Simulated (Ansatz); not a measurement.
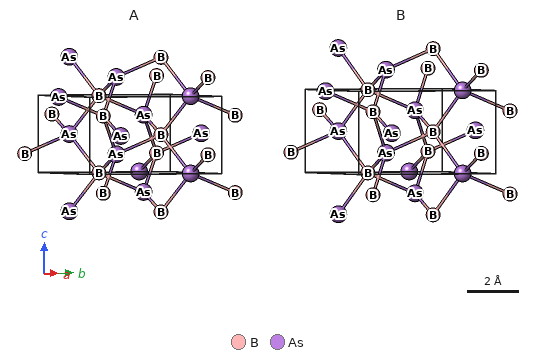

Two geometries of solid BAs (a generated structure, set up in P4_12_12) (coarse preliminary run), drawn at one scale. One is the start of a relaxation, the other its converged end. A ball-and-stick model of the cell of the calculation, seen from a free direction.

Method: DFT PBE, scalar-relativistic, plane waves, PAW in Ansatz 0.2.0. (plane-wave cutoff 420 eV; k-point mesh 4 × 4 × 6; occupations gaussian; smearing width 0.1 eV; no spin polarisation; cell and atoms relaxed; force threshold 0.04 eV/Å; at most 70 steps)

Question: Which geometry has the lower energy?

Answer: Structure B is the relaxed one. The largest moves relative to the cell, 0.038 Å, are those of As atoms. By element the largest moves are As 0.038 Å, B 0.018 Å. Cell: a = b 5.605 → 5.822 Å (+3.9 %), c 3.060 → 3.291 Å (+7.6 %). Volume +16.1 %. Near-neighbour distances that change, for instance: As–B 2.046 → 2.173 Å, As–B 1.995 → 2.081 Å. Bond angles that change, for instance: B–As–B 100.2° → 104.6°, As–B–As 100.2° → 104.6°, As–B–As 97.7° → 95.6°. The space group stays P4_12_12 (No. 92). Over 4 accepted moves (5 points after the start) the energy falls by 165 meV per atom. The largest force component goes from 0.57 to 0.0011 eV/Å. Pressure: 26.41 GPa at the start and 0.22 GPa at the end. At 1 point the geometry stayed and the basis and grid were re-selected for the new cell (energy shift of 2.6 meV per atom at most each time).
